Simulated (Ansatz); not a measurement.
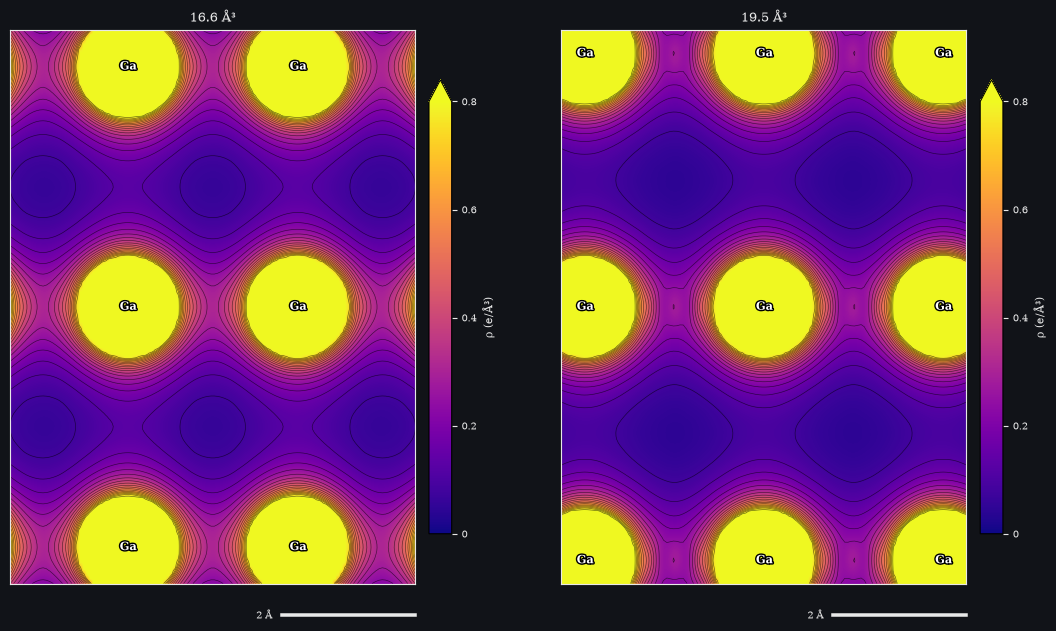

Ga. The valence charge density (pseudo) of cells scaled evenly to different volumes (given per atom above each panel), on the (110) plane of each (indices in the axes of the cell below), at one length scale and on one colour scale.

A generated structure, not necessarily the stable one; computed without spin polarisation.

Level of theory: Ansatz 0.2.0, DFT, LDA (PW92), plane waves (420 eV) with PAW, scalar-relativistic.

In a PAW calculation such maps are meaningful between the atoms, not at the nuclei.

The largest cell:

```xyz
1
Lattice="2.6931 0.0000 0.0000 0.0000 2.6931 0.0000 0.0000 0.0000 2.6931" Properties=species:S:1:pos:R:3 pbc="T T T"
Ga    0.0000    0.0000    0.0000
```

| volume (Å³/atom) | Ga–Ga contact in the plane (Å) | ρ at its midpoint (e/Å³) | pressure (GPa) | 
| --- | --- | --- | --- |
| 16.64 | 2.553 | 0.307 | 6.5 | 
| 18.81 | 2.659 | ? | ? | 
| 19.53 | 2.693 | 0.282 | −3.9 | 

Estimate the missing row, and compare with the calculation.

Answer. Over the known rows ln ρ falls by 0.61 per Å of Ga–Ga distance (the line through the two), which gives 0.288 e/Å³ at 2.659 Å; the calculation gives 0.293 e/Å³. For the pressure, a straight line in volume between the neighbouring rows gives −1.3 GPa; the calculation gives −2.1, lower because pressure rises ever faster on compression.
